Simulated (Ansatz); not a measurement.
```cif
data_structure
_symmetry_space_group_name_H-M 'P 1'
_symmetry_Int_Tables_number 1
_cell_length_a 4.1565
_cell_length_b 4.1565
_cell_length_c 23.8173
_cell_angle_alpha 90.000
_cell_angle_beta 90.000
_cell_angle_gamma 90.000
_cell_volume 411.48
loop_
_atom_site_label
_atom_site_type_symbol
_atom_site_fract_x
_atom_site_fract_y
_atom_site_fract_z
_atom_site_occupancy
P1 P 0.00000 0.50000 0.31490 1
In1 In 0.50000 0.50000 0.37660 1
P2 P 0.50000 0.00000 0.43830 1
In2 In 0.00000 0.00000 0.50000 1
P3 P 0.00000 0.50000 0.56170 1
In3 In 0.50000 0.50000 0.62340 1
P4 P 0.50000 0.00000 0.68510 1
```

Changed on purpose from its base cell (repeats removed: 1); not relaxed (largest force 0.4 eV/Å); computed without spin polarisation.

Level of theory: DFT PBEsol, scalar-relativistic, plane waves, PAW (Ansatz).

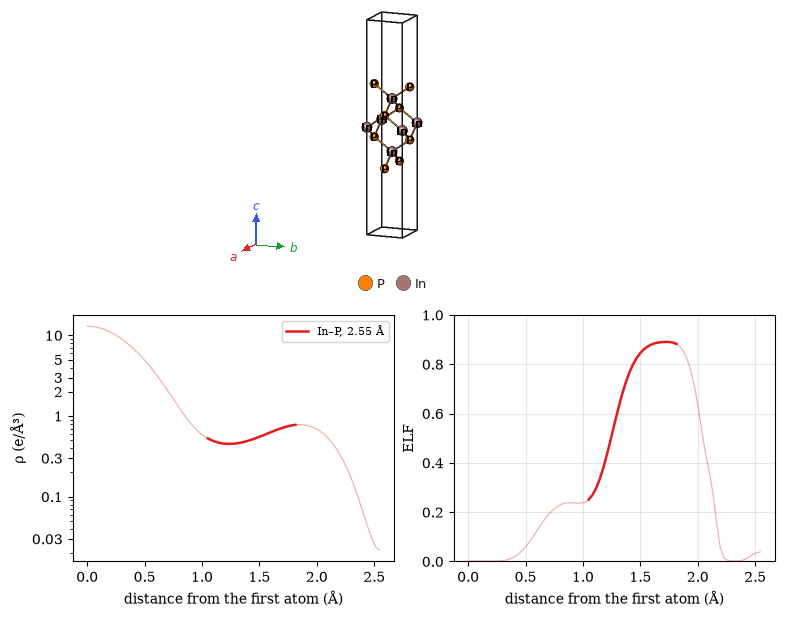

In3P4 (slab). Valence electron density and ELF along straight lines between neighbouring atoms. Thin, pale parts lie inside the atomic spheres. The structure is drawn too.

In a PAW calculation such maps are meaningful between the atoms, not at the nuclei.

Question: What can be read from the curves?

Answer: In–P (2.55 Å): ρ at the midpoint is about 0.45 e/Å³; the ELF peaks at about 0.90 in the valence shell of P, 0.8 Å from its nucleus, and is about 0.55 at the midpoint.
